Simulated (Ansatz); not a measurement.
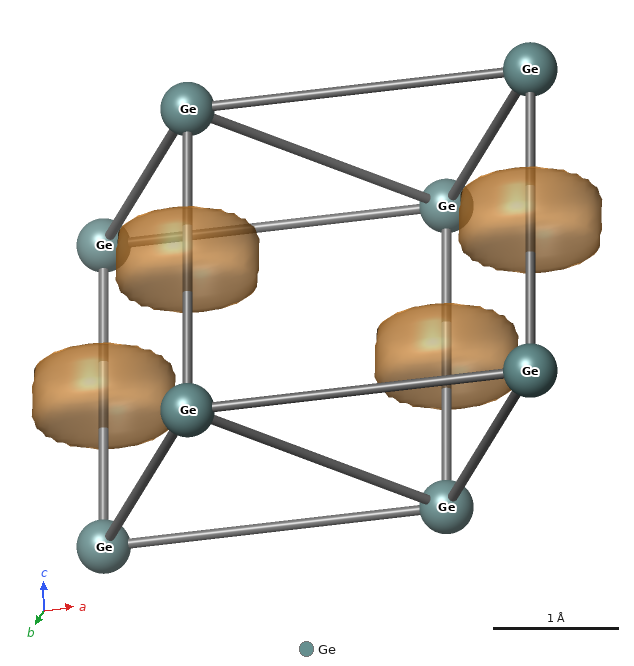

Figure 1: Ge. Isosurface of the electron localisation function at 0.55 (orange), seen at an oblique angle. Only the valence region is drawn (cores and ρ < 0.01 e/Å³ removed). Sticks mark near contacts.

Space group P6/mmm; a structure from a database of computed crystals, not necessarily the ambient phase.

Level of theory: DFT r2SCAN, scalar-relativistic, plane waves, PAW in Ansatz 0.2.0.

In a PAW calculation such maps are meaningful between the atoms, not at the nuclei.

Identify the bonds, lone pairs and shells in this picture.

Answer. At this value the surface marks out one region between bonded Ge–Ge atoms, counted in one cell of 1 atoms. Any copies at cell faces, edges or corners count once.

Values along the shortest contacts:
Ge–Ge (2.63 Å): the ELF peaks at about 0.70 between the atoms. Ge–Ge (2.87 Å): the ELF is about 0.45 at the midpoint.
